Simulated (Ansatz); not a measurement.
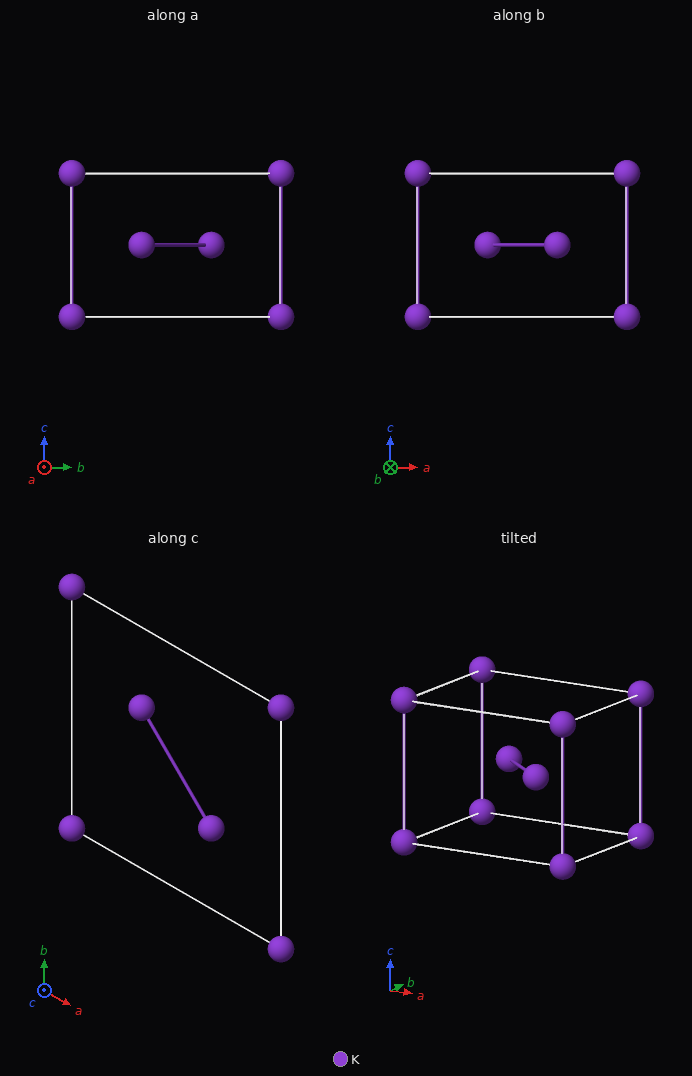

A ball-and-stick rendering, viewed along the a axis, along the b axis, along the c axis and slightly off an axis. Atoms at the boundary of the conventional unit cell (the box) are drawn once for each face, edge or corner they touch.

Lattice parameters: a = 7.466 Å, b = 7.466 Å, c = 4.440 Å, α = 90.00°, β = 90.00°, γ = 120.00°.

Write down what is shown as a table of Wyckoff sites.

Space group P6/mmm (No. 191).
```csv
atom,site,x,y,z
K,1a,0.0000,0.0000,0.0000
K,2d,0.3333,0.6667,0.5000
```

The structure was taken from a structure type filled with this element by a generator (whether the element takes this form wasn't checked). The picture shows the end point of a geometry optimisation with DFT, PBEsol, plane waves (420 eV) with PAW, scalar-relativistic in Ansatz.
